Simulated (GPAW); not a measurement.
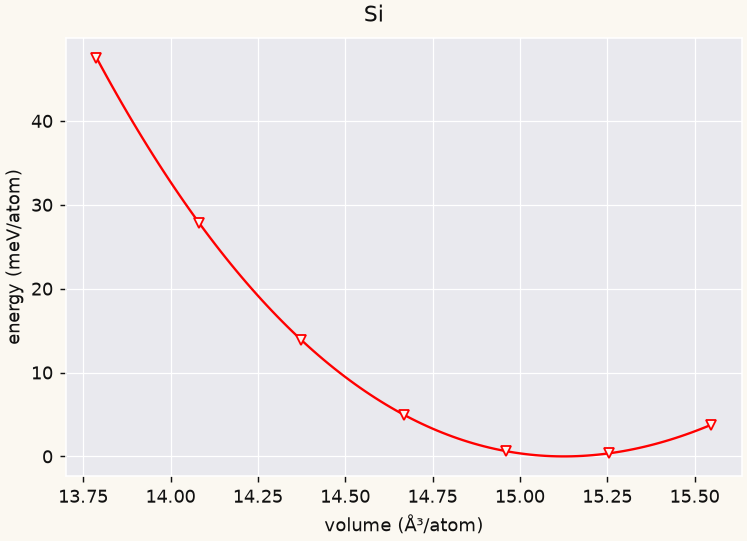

The figure shows the energy against volume for Si, space group P6/mmm (No. 191).

The given structure:
```yaml
crystal:
  lattice:
    - [2.62054, 0.00000, 0.00000]
    - [-1.31027, 2.26946, 0.00000]
    - [0.00000, 0.00000, 2.46635]
  atoms:
    - { symbol: Si, position: [0.00000, 0.00000, 0.00000] }
```

How it was computed, with GPAW 26.7.0: PAW DFT in plane waves, on a grid or in atomic orbitals, no spin polarisation; energies at scaled volumes of the given cell, shape and fractions fixed, counted from the fit's minimum, third-order Birch-Murnaghan fit. Level: PBE.

```
         setting                                 value
          k mesh                              12×12×11
     occupations                           Fermi–Dirac
  smearing width                               0.05 eV
      potentials  GPAW PAW data sets (gpaw data 1.2.1)
     wave cutoff                                600 eV
program settings                              basis pw
```

This calculation gives: equilibrium volume 15.13 Å³/atom and bulk modulus 108 GPa.

Now the level changes from PBE to r2SCAN. How do these quantities change?

The equilibrium volume falls from 15.13 to 14.97 Å³/atom (−1.1 %) and the bulk modulus rises from 108 to 113 GPa (+4.6 %).

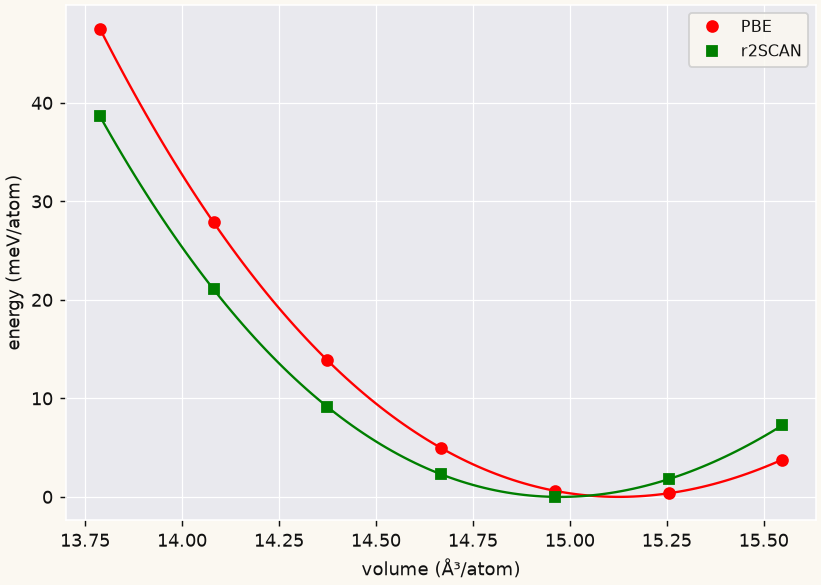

The two results together.

For PBE, limits of the calculation: shape and atomic fractions are frozen while scaling, which makes layered, chain and framework solids too stiff.

For r2SCAN, limits of the calculation: shape and atomic fractions are frozen while scaling, which makes layered, chain and framework solids too stiff.

V0 and the bulk modulus come from third-order Birch–Murnaghan fits.
